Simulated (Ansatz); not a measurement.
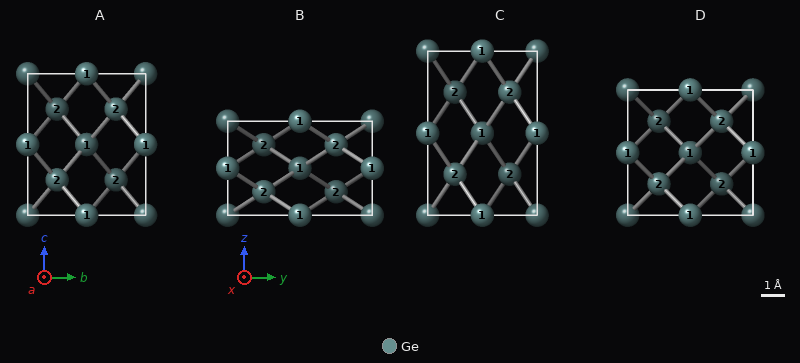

Energy scan for solid Ge (Fd-3m), in which the ratio of the cell's length along z to its lengths across, counted as 1 for the reference, is changed at fixed volume (a tetragonal or Bain path), with the atoms kept at their fractional coordinates. x, y and z are the Cartesian axes of the input. Style: ball-and-stick. Shown: the conventional cell (4 times the calculation's cell), along the a axis. Lengths and directions refer to the drawn axes.

All numbers below come from DFT PBE, scalar-relativistic, plane waves, PAW in Ansatz 0.2.0. Set-up: plane-wave cutoff 420 eV; k-point mesh 16 × 16 × 16; occupations gaussian; smearing width 0.15 eV; no spin polarisation. Energies (free energies at the smearing named) are counted from the cell as listed in its source, which wasn't relaxed.

Q: Rank the frames from lowest to highest energy.

A: Lowest first: D (the relative ratio 1.00, 0 meV/atom), A (the relative ratio 1.20, 126 meV/atom), B (the relative ratio 0.65, 251 meV/atom), C (the relative ratio 1.50, 443 meV/atom). Over the whole scan: the lowest computed point lies at the relative ratio 1.00 (0 meV/atom). The unrelaxed reference is under a pressure of 3.7 GPa. The distortion takes the space group from Fd-3m to I4_1/amd. At the relative ratio 1.50 the cell of the drawing goes a 5.658 → 4.942 Å, b 5.658 → 4.942 Å, c 5.658 → 7.413 Å.
